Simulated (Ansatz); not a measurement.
**CO$_{2}$: density, localisation and related maps**

Input

```
crystal:
  lattice:
    - [2.63591123, -2.38737812, 0.0]
    - [2.63591123, 2.38737812, 0.0]
    - [0.0, 0.0, 6.58717491]
  atoms:
    - { symbol: C, position: [0.0, 0.0, 0.0] }
    - { symbol: C, position: [0.5, 0.5, 0.5] }
    - { symbol: O, position: [0.80650857, 0.19349143, 0.89184339] }
    - { symbol: O, position: [0.19349143, 0.80650857, 0.10815661] }
    - { symbol: O, position: [0.69349143, 0.30650857, 0.39184339] }
    - { symbol: O, position: [0.30650857, 0.69349143, 0.60815661] }
kpoints:
  mp_grid: { grid: [9, 9, 5] }
scf:
  occupations: { method: fermi_dirac, width: 0.01 }
hamiltonian:
  xc: r2scan
  pseudopotentials: { kind: paw }
output:
  forces: true
  stress: true
  populations: true
  efg: { quadrupole_moments_barn: { O: -0.02558 }, contact_densities: true }
  write_density: true
  write_potential: true
  elf: true
  volumetric_format: npy
relax:
  f_tol: 0.02
  max_steps: 60
```

Launched as:

```sh
ansatz run input.yaml --threads 1 --pin off --max-ram 3072MiB --backend cpu --events-out ev --progress --plain --runs-dir out
```

Below, planes, directions and counts refer to the conventional cell (a = 5.27 Å, b = 4.77 Å, c = 6.59 Å, α = 90.00°, β = 90.00°, γ = 90.00°).

The fields are those of the relaxed geometry.

Space group Cmce; a structure from a database of computed crystals, not necessarily the ambient phase.

Computed with DFT, r2SCAN, plane-wave PAW, default files, scalar-relativistic in Ansatz.

In a PAW calculation such maps are meaningful between the atoms, not at the nuclei.

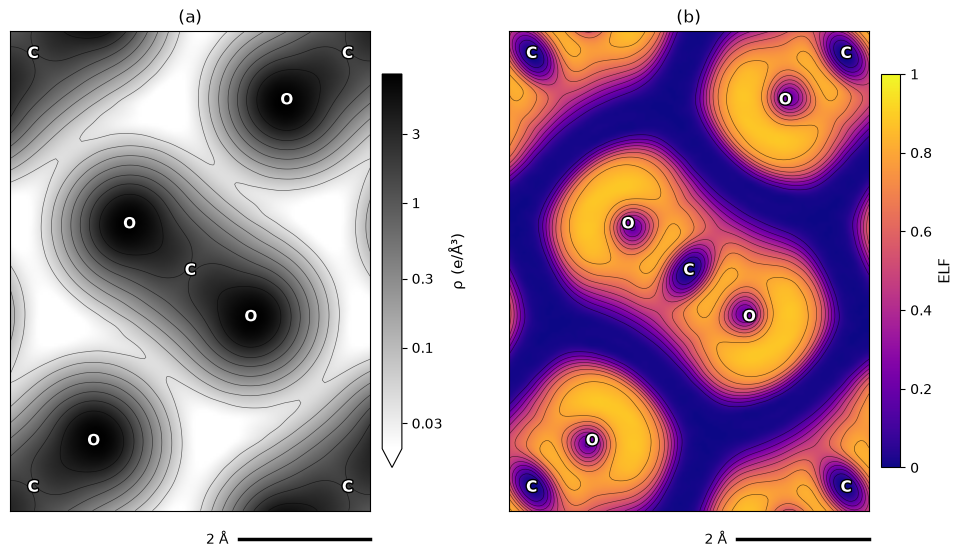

Figure 1. (a) valence charge density (pseudo); (b) electron localisation function on the (100) plane of the conventional cell.

Question: What does the map show?

Answer: Atoms in the plane: C and O. C–O (1.16 Å): ρ is about 3.7 e/Å³ halfway; the ELF peaks at about 0.80 between the atoms (inside overlapping PAW spheres, so only a guide): a short, multiple covalent bond. Between the atoms the lowest density in this plane is 0.01 e/Å³. The ELF also peaks beside O, away from the bonds: lone-pair regions.

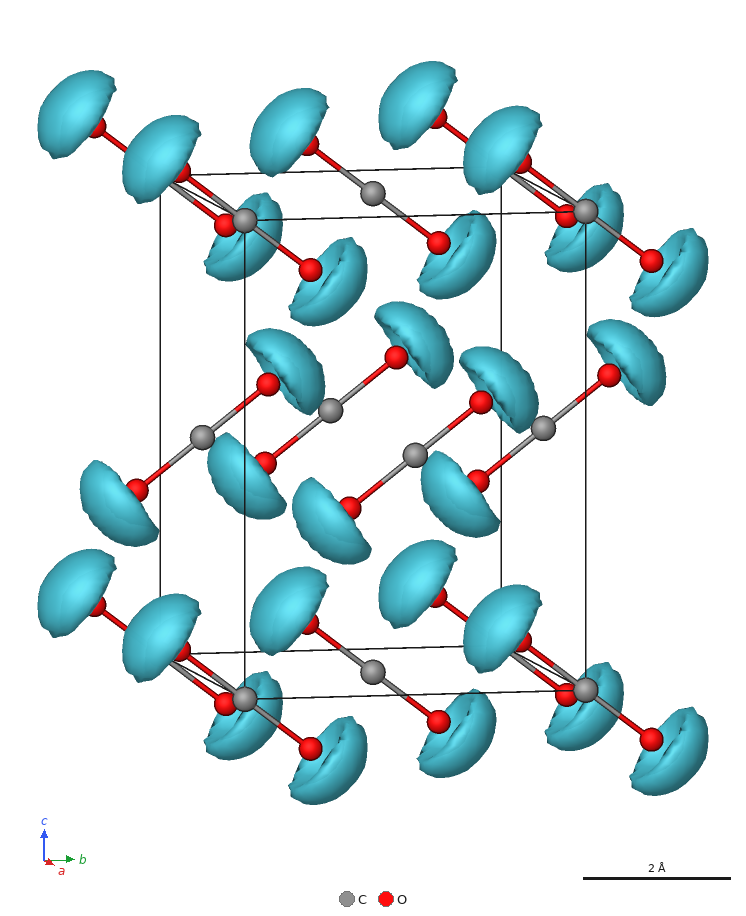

Figure 2. Isosurface of the ELF at 0.85 (cyan), seen slightly off an axis. Only the valence region is drawn (cores and ρ < 0.01 e/Å³ removed). Sticks mark near contacts.

Question: Where are the electrons localised?

Answer: The surface consists of eight lobes on O, pointing away from the bonds (lone pairs, which may merge into one lobe), counted in one cell of 12 atoms. Any copies at cell faces, edges or corners count once.

Question: Metal or insulator at this level of theory?

Answer: It is gapped, with a Kohn–Sham gap of 7.3 eV on the k-point mesh, an upper bound to the gap of this method.
